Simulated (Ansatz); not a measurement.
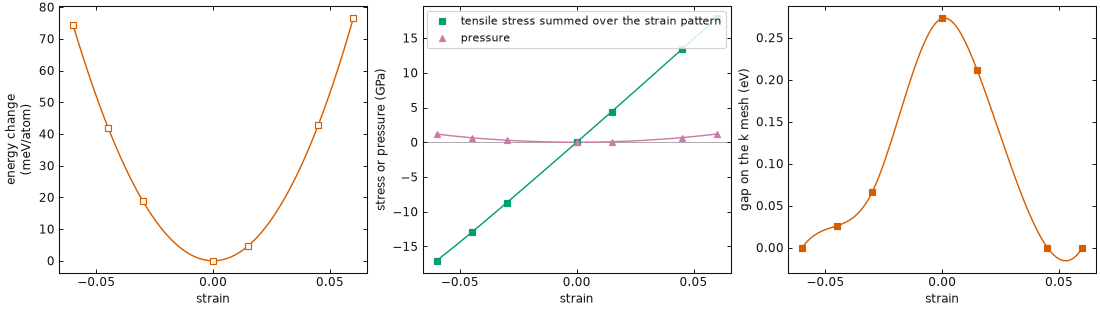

Plotted: energy change, tensile stress summed over the strain pattern, pressure and gap on the k mesh against strain for Ge, space group P6_3/mmc (No. 194).

The given structure:
```
CELL_PARAMETERS angstrom
4.00346 0.00000 0.00000
-2.00173 3.46709 0.00000
0.00000 0.00000 13.15265
ATOMIC_POSITIONS crystal
Ge 0.00000 0.00000 0.40684
Ge 0.00000 0.00000 0.59316
Ge 0.00000 0.00000 0.90684
Ge 0.00000 0.00000 0.09316
Ge 0.33333 0.66667 0.34412
Ge 0.66667 0.33333 0.65588
Ge 0.66667 0.33333 0.84412
Ge 0.33333 0.66667 0.15588
```

Computed with Ansatz 0.2.0: homogeneous strain of a crystal along one Voigt pattern with engineering shear, fractional coordinates fixed, by plane-wave density functional theory with PAW datasets, free energies less that of the undisturbed cell, pressure positive in compression; scalar-relativistic. Level: r2SCAN, no spin polarisation.

wave cutoff 500 eV; k mesh 12×12×4; occupations Gaussian; smearing width 0.03 eV; k shift (0, 0, 0) (mesh steps); start relaxed; strain pattern (1, -1, 0, 0, 0, 0) (xx yy zz yz xz xy with engineering shear).

Q: Is the starting structure at a minimum along this coordinate?

A: Yes: the energy rises on both sides of the starting structure, which is therefore a minimum along this path.

Q: How does the tensile stress summed over the strain pattern vary with strain?

A: It rises from −17.1 GPa at strain −0.060 to 17.9 GPa at 0.060, and changes sign near 0.000.

Q: Read off the course of the pressure.

A: It goes from 1.178 GPa at strain −0.060 to 1.186 GPa at 0.060, not monotonically, with a low of 0.000 GPa at 0.000.

Q: How does the gap on the k mesh respond?

A: It is zero at strain −0.060, 0.045 and 0.060 and open elsewhere, at most 0.273 eV at 0.000.

Q: What does the calculation give for the slope of tensile stress?

A: 295 GPa.

Caveats: narrow smearing for a metal.
